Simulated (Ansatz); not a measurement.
**Run report: Zn18O19 (charge −2), geometry relaxation (part 2 of 3)**

The same run, continued: Zn18O19 (defect cell, 37 atoms in the cell, total charge −2); DFT PBE, scalar-relativistic, plane waves, PAW, no spin polarisation (Ansatz 0.2.0); cutoff 420 eV, 2×2×2 k-mesh, Gaussian smearing of 0.02 eV. The structure derives from a Materials Project entry. It belongs to a series of runs on one base structure; here: O_i, charge -2, atoms relaxed at the host's cell.

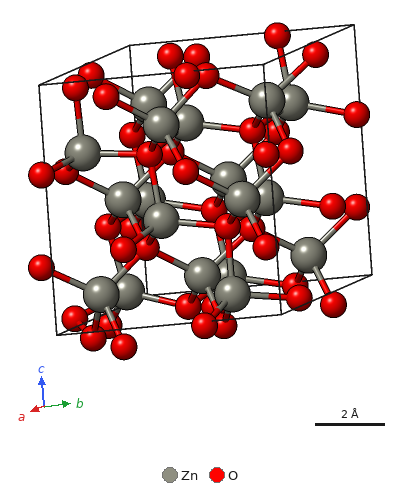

Figure 1. The geometry at step 4 of the log (ball-and-stick view of the cell of the calculation, seen slightly off an axis; bonded neighbours outside the cell are drawn too).

Output, continued:
```
--- Forces (eV/Å), atoms counted from 1 ---
  atom   1  Zn     0.00394326    -0.01173501    -0.00848586
  atom   2  Zn     0.00365630     0.00019675     0.00401635
  atom   3  Zn    -0.00469785    -0.00318422    -0.00313499
  atom   4  Zn     0.00360905    -0.00892182     0.00330756
  atom   5  Zn     0.00779863    -0.00437117     0.01482779
  atom   6  Zn    -0.01198728     0.01408082    -0.00371004
  atom   7  Zn     0.00058281     0.00960656     0.00666831
  atom   8  Zn    -0.00380335    -0.00170039     0.00065816
  atom   9  Zn    -0.00132882     0.00020961     0.01617764
  atom  10  Zn    -0.00169278    -0.00899784     0.00001116
  atom  11  Zn    -0.00421113     0.00556867    -0.00129680
  atom  12  Zn     0.01227015    -0.01070245    -0.00152614
  atom  13  Zn    -0.00897917    -0.01015778    -0.02102763
  atom  14  Zn     0.00042039     0.00221459    -0.00342098
  atom  15  Zn     0.00171820     0.00816800    -0.00413309
  atom  16  Zn    -0.00726904     0.01401822    -0.00000938
  atom  17  Zn     0.01172239    -0.00430284    -0.00287362
  atom  18  Zn    -0.00550655     0.01217884     0.00238478
  atom  19  O     -0.00664144     0.00899617     0.00720383
  atom  20  O      0.01265971     0.00126875     0.00087323
  atom  21  O      0.00152404    -0.00114012    -0.00049114
  atom  22  O     -0.00681621     0.00550283     0.00185239
  atom  23  O      0.00207478    -0.00199403    -0.00488053
  atom  24  O      0.00903256    -0.00796506     0.00693375
  atom  25  O      0.00161908     0.00447608    -0.00247807
  atom  26  O      0.00556471    -0.00933858     0.00099788
  atom  27  O     -0.01241578    -0.00231213     0.00653533
  atom  28  O     -0.00715955     0.01530296     0.00063821
  atom  29  O      0.01216594    -0.00403277     0.00209835
  atom  30  O      0.00019823     0.00881849    -0.00032541
  atom  31  O     -0.00337615     0.00211613     0.00311530
  atom  32  O     -0.00679686    -0.00125137    -0.01068876
  atom  33  O     -0.02836107    -0.01668823    -0.02488062
  atom  34  O      0.00971742    -0.00747323     0.00516876
  atom  35  O      0.00410947     0.00074144    -0.00059362
  atom  36  O      0.00343905     0.00258551     0.00729766
  atom  37  O      0.01322594     0.00020633     0.00314334
  max |Σ_I F_I| component: 4.69e-5 eV/Å
--- Charged-cell corrections in eV (Makov–Payne, q = -2.000 e, ε = [10.564, 10.564, 11.613]) ---
  F (periodic)     = -70508.180668  (uncorrected; the corrections below are reported, never added to it)
  E_corr1          = +0.986377  (monopole, q²α_M/2ε̄L, of the cell on which ε is isotropic)
  F Makov-Payne    = -70507.194291  (F + E_corr1; no measured alignment; for a localised charge, not one spread in a band: unchecked)
  no potential alignment in this run, which stands beside a crystal: run the host's input off ansatz write-host-input, and read the two finished runs by ansatz place-levels (neither reads a slab, a wire or a sheet, whose cell leaves a vacuum)
--- Band table (eV) ---
  k-point 0: bands = ["-13.8814", "-10.8804", "-10.5776", "-10.5753", "-10.4719", "-10.4426", "-10.4310", "-10.3931", "-10.3225", "-10.3065", "-10.2961", "-10.2376", "-10.2102", "-10.1788", "-10.1673", "-10.1361", "-10.1272", "-10.0567", "-7.9158", "0.2794", "0.6649", "0.6768", "0.8680", "0.8707", "0.8879", "0.9754", "0.9882", "0.9977", "1.0542", "1.0935", "1.1015", "1.1813", "1.2168", "1.2293", "1.2580", "1.2675", "1.2996", "1.3225", "1.3276", "1.3541",
      "1.3714", "1.3888", "1.4054", "1.4214", "1.4597", "1.4630", "1.5000", "1.5066", "1.5267", "1.5381", "1.5944", "1.6108", "1.6181", "1.6416", "1.6557", "1.6587", "1.6873", "1.6958", "1.7094", "1.7181", "1.7576", "1.7712", "1.7714", "1.7970", "1.8016", "1.8550", "1.8591", "1.9225", "1.9251", "1.9678", "2.0247", "2.0537", "2.0539", "2.2122", "2.2614", "2.2883", "2.3224", "2.3259", "2.3658", "2.3737",
      "2.3866", "2.3890", "2.4066", "2.4093", "2.4298", "2.4508", "2.4556", "2.4563", "2.4785", "2.4821", "2.4828", "2.4955", "2.5254", "2.5379", "2.5457", "2.5569", "2.5607", "2.5732", "2.5863", "2.5942", "2.5997", "2.6168", "2.6181", "2.6899", "2.6927", "2.7250", "2.7466", "2.7597", "2.7966", "2.9384", "3.0252", "3.0452", "3.1598", "3.2192", "3.2791", "3.2796", "3.4632", "3.4706", "3.4922", "3.5816",
      "3.6428", "3.6636", "3.7155", "3.7289", "3.7972", "3.9221", "3.9488", "4.0343", "4.3625", "4.5132", "4.6069", "4.7076", "4.7975", "4.8730", "4.9866", "5.0750", "5.0770", "5.1419", "5.1531", "5.2556", "5.3008", "5.3547", "5.3849", "5.4819", "5.5325", "5.5881", "5.6691", "5.7224", "5.7297", "5.7945", "5.8438", "5.8828", "5.9142", "6.0065", "6.0645", "6.0854", "6.2113", "6.2222", "6.2683", "6.2939",
      "6.3381", "6.7469", "6.7490", "6.9700", "7.0512", "8.7449", "10.7572", "11.0185", "11.0857", "11.3378", "11.5967", "11.6518", "11.7377", "12.2785", "12.4421", "12.5669", "12.8503", "13.8755", "13.9401", "14.1372", "14.3850", "14.4471", "14.5128", "14.6155", "14.6903", "14.7498", "14.8386", "14.9071", "14.9234", "15.1016", "15.1554", "15.2400", "15.3921", "15.4990", "15.6150", "15.7312", "15.7409", "15.8464", "16.0360", "16.0713",
      "16.2476", "16.3447", "16.5028"]
  k-point 1: bands = ["-13.8813", "-10.8367", "-10.6488", "-10.6018", "-10.5060", "-10.4677", "-10.3944", "-10.3345", "-10.2938", "-10.2906", "-10.2650", "-10.2628", "-10.2233", "-10.1837", "-10.1727", "-10.1565", "-10.1192", "-10.0515", "-7.9170", "0.2850", "0.7209", "0.7303", "0.9391", "0.9462", "0.9848", "0.9955", "1.0261", "1.0285", "1.0581", "1.0620", "1.0887", "1.1211", "1.1391", "1.1574", "1.2086", "1.2335", "1.2861", "1.2874", "1.3220", "1.3448",
      "1.3766", "1.3839", "1.3970", "1.4436", "1.4465", "1.4512", "1.4733", "1.4898", "1.5080", "1.5092", "1.5360", "1.5536", "1.5641", "1.5847", "1.6162", "1.6247", "1.6640", "1.6734", "1.7022", "1.7266", "1.7352", "1.7611", "1.7935", "1.8095", "1.8288", "1.8370", "1.8383", "1.9110", "1.9248", "1.9592", "1.9671", "2.0116", "2.0522", "2.2409", "2.2452", "2.3004", "2.3170", "2.3533", "2.3548", "2.3929",
      "2.3942", "2.4042", "2.4267", "2.4322", "2.4534", "2.4587", "2.4774", "2.4872", "2.4882", "2.5104", "2.5128", "2.5345", "2.5426", "2.5538", "2.5568", "2.5712", "2.5727", "2.6049", "2.6210", "2.6225", "2.6333", "2.6393", "2.6492", "2.6683", "2.6926", "2.7110", "2.7146", "2.7588", "2.7967", "2.8802", "2.9628", "2.9990", "3.0894", "3.1171", "3.1829", "3.2824", "3.3994", "3.4083", "3.5025", "3.5732",
      "3.6831", "3.6895", "3.9133", "3.9711", "4.0831", "4.2753", "4.3412", "4.3657", "4.4688", "4.5666", "4.6225", "4.6566", "4.6836", "4.7037", "4.8286", "4.8411", "4.9312", "5.0542", "5.1693", "5.1812", "5.2535", "5.3387", "5.3996", "5.5103", "5.5377", "5.5763", "5.6609", "5.6787", "5.7394", "5.7665", "5.7946", "5.7973", "5.8828", "5.9182", "6.0107", "6.0654", "6.0703", "6.0954", "6.1762", "6.2421",
      "6.3483", "6.5794", "6.6670", "7.1140", "7.1498", "9.0964", "10.4669", "10.8877", "11.0212", "11.1643", "11.7572", "12.2828", "12.5126", "12.7474", "12.8118", "12.8382", "12.9475", "13.1994", "13.2153", "13.3668", "13.4298", "13.8607", "14.3496", "14.5087", "14.5317", "14.8561", "15.0103", "15.1291", "15.2020", "15.2814", "15.2843", "15.3821", "15.4509", "15.4802", "15.5291", "15.8263", "15.8375", "16.2764", "16.4228", "16.4724",
      "16.8163", "16.9524", "17.0494"]
  k-point 2: bands = ["-13.8813", "-10.8351", "-10.6444", "-10.5977", "-10.5199", "-10.4732", "-10.3782", "-10.3337", "-10.3218", "-10.2848", "-10.2723", "-10.2498", "-10.2112", "-10.1944", "-10.1621", "-10.1511", "-10.1266", "-10.0531", "-7.9166", "0.2853", "0.6991", "0.7277", "0.9215", "0.9355", "0.9759", "0.9969", "1.0259", "1.0427", "1.0461", "1.0792", "1.1015", "1.1132", "1.1309", "1.1774", "1.2169", "1.2386", "1.2857", "1.3115", "1.3297", "1.3501",
      "1.3719", "1.3947", "1.4141", "1.4320", "1.4428", "1.4592", "1.4780", "1.4882", "1.5005", "1.5149", "1.5388", "1.5594", "1.5623", "1.5777", "1.5965", "1.6269", "1.6493", "1.6872", "1.7040", "1.7298", "1.7439", "1.7587", "1.7798", "1.8070", "1.8239", "1.8353", "1.8502", "1.8807", "1.9195", "1.9646", "1.9912", "2.0180", "2.0585", "2.2611", "2.2724", "2.2944", "2.3246", "2.3423", "2.3671", "2.3868",
      "2.3985", "2.4067", "2.4198", "2.4334", "2.4486", "2.4623", "2.4723", "2.4814", "2.4908", "2.4978", "2.5071", "2.5267", "2.5347", "2.5444", "2.5514", "2.5677", "2.5795", "2.5875", "2.6078", "2.6273", "2.6341", "2.6480", "2.6530", "2.6678", "2.6882", "2.7045", "2.7258", "2.7878", "2.8197", "2.8843", "2.9104", "2.9466", "3.0620", "3.0968", "3.1732", "3.2948", "3.3773", "3.4288", "3.5119", "3.5594",
      "3.6755", "3.7326", "3.8426", "3.9933", "4.1603", "4.2346", "4.3515", "4.4068", "4.4697", "4.5741", "4.5979", "4.6558", "4.6849", "4.7455", "4.8620", "4.9012", "4.9952", "5.0514", "5.0896", "5.1984", "5.2288", "5.2914", "5.3677", "5.5059", "5.5219", "5.5865", "5.6502", "5.6912", "5.7485", "5.7758", "5.8131", "5.8346", "5.8584", "5.9294", "6.0032", "6.0502", "6.0784", "6.1256", "6.1730", "6.2603",
      "6.3574", "6.5860", "6.6586", "6.9917", "7.1380", "9.1687", "10.3652", "10.7244", "11.0047", "11.4383", "11.8057", "12.2677", "12.4722", "12.6184", "12.8165", "12.8923", "13.0608", "13.1474", "13.2430", "13.4079", "13.5547", "13.7632", "14.3685", "14.4897", "14.6675", "14.7885", "14.8960", "15.0859", "15.1747", "15.2543", "15.3182", "15.3860", "15.4236", "15.5122", "15.5625", "15.6897", "15.9206", "16.1909", "16.3405", "16.4407",
      "16.7318", "16.9064", "17.1151"]
  k-point 3: bands = ["-13.8813", "-10.8353", "-10.6434", "-10.5981", "-10.5193", "-10.4747", "-10.3779", "-10.3333", "-10.3221", "-10.2863", "-10.2718", "-10.2481", "-10.2108", "-10.1948", "-10.1624", "-10.1520", "-10.1259", "-10.0531", "-7.9166", "0.2855", "0.6991", "0.7279", "0.9216", "0.9356", "0.9751", "0.9964", "1.0260", "1.0435", "1.0456", "1.0792", "1.1015", "1.1124", "1.1311", "1.1755", "1.2183", "1.2388", "1.2869", "1.3111", "1.3297", "1.3503",
      "1.3709", "1.3951", "1.4149", "1.4325", "1.4429", "1.4589", "1.4783", "1.4885", "1.4997", "1.5148", "1.5386", "1.5594", "1.5620", "1.5787", "1.5963", "1.6273", "1.6499", "1.6874", "1.7041", "1.7294", "1.7437", "1.7580", "1.7794", "1.8071", "1.8243", "1.8356", "1.8498", "1.8808", "1.9194", "1.9636", "1.9914", "2.0182", "2.0585", "2.2609", "2.2731", "2.2946", "2.3243", "2.3433", "2.3667", "2.3868",
      "2.3984", "2.4061", "2.4196", "2.4330", "2.4483", "2.4623", "2.4727", "2.4813", "2.4910", "2.4980", "2.5071", "2.5266", "2.5351", "2.5441", "2.5511", "2.5679", "2.5796", "2.5872", "2.6080", "2.6275", "2.6340", "2.6480", "2.6533", "2.6683", "2.6882", "2.7042", "2.7259", "2.7876", "2.8209", "2.8836", "2.9094", "2.9479", "3.0627", "3.0960", "3.1719", "3.2947", "3.3772", "3.4295", "3.5112", "3.5600",
      "3.6759", "3.7353", "3.8435", "3.9935", "4.1566", "4.2375", "4.3498", "4.4078", "4.4711", "4.5733", "4.5975", "4.6539", "4.6841", "4.7455", "4.8619", "4.9021", "4.9970", "5.0502", "5.0892", "5.1988", "5.2277", "5.2906", "5.3680", "5.5069", "5.5227", "5.5857", "5.6510", "5.6903", "5.7492", "5.7761", "5.8133", "5.8350", "5.8574", "5.9285", "6.0042", "6.0500", "6.0780", "6.1254", "6.1732", "6.2607",
      "6.3578", "6.5862", "6.6579", "6.9903", "7.1387", "9.1687", "10.3667", "10.7227", "11.0056", "11.4368", "11.8061", "12.2674", "12.4719", "12.6197", "12.8171", "12.8926", "13.0599", "13.1510", "13.2423", "13.4097", "13.5500", "13.7647", "14.3685", "14.4932", "14.6659", "14.7896", "14.8937", "15.0861", "15.1722", "15.2548", "15.3181", "15.3869", "15.4229", "15.5145", "15.5596", "15.6888", "15.9182", "16.1897", "16.3427", "16.4418",
      "16.7309", "16.9066", "17.1136"]
--- Relaxed structure (4 steps of the walk, 3 accepted, 0 SCFs on fresh bases) ---
  F+E_penalty+E_count = -70508.18066767 eV   max|allowed force component| = 2.836e-2 eV/Å
  atoms:
    - { symbol: Zn, position: [0.3546771101929516, 0.05595995051350533, 0.06649420992997088] }
    - { symbol: Zn, position: [0.06919332180058874, 0.39363071213023393, 0.0529453261617196] }
    - { symbol: Zn, position: [0.39424418215733414, 0.7186937368794797, 0.3944015910693414] }
    - { symbol: Zn, position: [0.39881821059369793, 0.390200974529352, 0.7212866919687606] }
    - { symbol: Zn, position: [0.06391322481381422, 0.057414998252499155, 0.384727993223583] }
    - { symbol: Zn, position: [0.7318379623113985, 0.6794112964183823, 0.0664174859317] }
    - { symbol: Zn, position: [0.7329351650451135, 0.3885391553447025, 0.3845177128725263] }
    - { symbol: Zn, position: [0.0655852816895433, 0.7233758959356102, 0.7210698296624815] }
    - { symbol: Zn, position: [0.741806011017118, 0.06677266457517939, 0.6823526678973573] }
    - { symbol: Zn, position: [0.44831311744310537, 0.4353543579254157, 0.11503900762921426] }
    - { symbol: Zn, position: [0.11118143483016907, 0.7725231609983756, 0.11501319099159357] }
    - { symbol: Zn, position: [0.4501977083289674, 0.10879408710494934, 0.4456401501045206] }
    - { symbol: Zn, position: [0.45396185891636803, 0.7786439661992209, 0.7883318281265644] }
    - { symbol: Zn, position: [0.12038976986844188, 0.44470041739823635, 0.4451868074500469] }
    - { symbol: Zn, position: [0.8046702128215742, 0.12856812746664628, 0.12147879719539012] }
    - { symbol: Zn, position: [0.7842879392244412, 0.7745273677754615, 0.44589468623795914] }
    - { symbol: Zn, position: [0.11621271160235552, 0.1136592856106875, 0.7713138798594446] }
    - { symbol: Zn, position: [0.7890902151064138, 0.4408660519320165, 0.7716125047163351] }
    - { symbol: O, position: [0.2521935181377352, 0.9245097934176183, 0.9267503959242698] }
    - { symbol: O, position: [0.9470016905605547, 0.27156035520746136, 0.9231582371567905] }
    - { symbol: O, position: [0.2713797205365365, 0.595671596851895, 0.26134500551327655] }
    - { symbol: O, position: [0.27304300305110923, 0.2634878580738381, 0.5956836471786097] }
    - { symbol: O, position: [0.9351633677381364, 0.9265684207383513, 0.26619964029393683] }
    - { symbol: O, position: [0.5999586176022331, 0.5769955108302247, 0.9268883780916908] }
    - { symbol: O, position: [0.6025121869595527, 0.259479453767921, 0.26613092454388915] }
    - { symbol: O, position: [0.9390942206104187, 0.5973730497370433, 0.5956198517031168] }
    - { symbol: O, position: [0.6019068636114083, 0.9263552453716716, 0.5969392878037343] }
    - { symbol: O, position: [0.3278080243760229, 0.3127467102437027, 0.9828497795601358] }
    - { symbol: O, position: [0.9885734726934374, 0.6522916725705987, 0.9826185495739856] }
    - { symbol: O, position: [0.32257117110237293, 0.9806311491240571, 0.3269582108754072] }
    - { symbol: O, position: [0.32753884562579283, 0.6520555492543828, 0.6572608348537455] }
    - { symbol: O, position: [0.99568850772431, 0.32010036950907206, 0.31491591073923] }
    - { symbol: O, position: [0.5912717623767539, 0.9157912572618624, 1.008337021600219] }
    - { symbol: O, position: [0.6561758936210375, 0.6472758615554288, 0.326835798987248] }
    - { symbol: O, position: [1.000931281671764, 0.983695547653178, 0.642087359029223] }
    - { symbol: O, position: [0.6592030402399677, 0.3260419631426922, 0.6419179848854305] }
    - { symbol: O, position: [0.7167762872974606, 1.0435830199990461, 0.9404572201575508] }
```
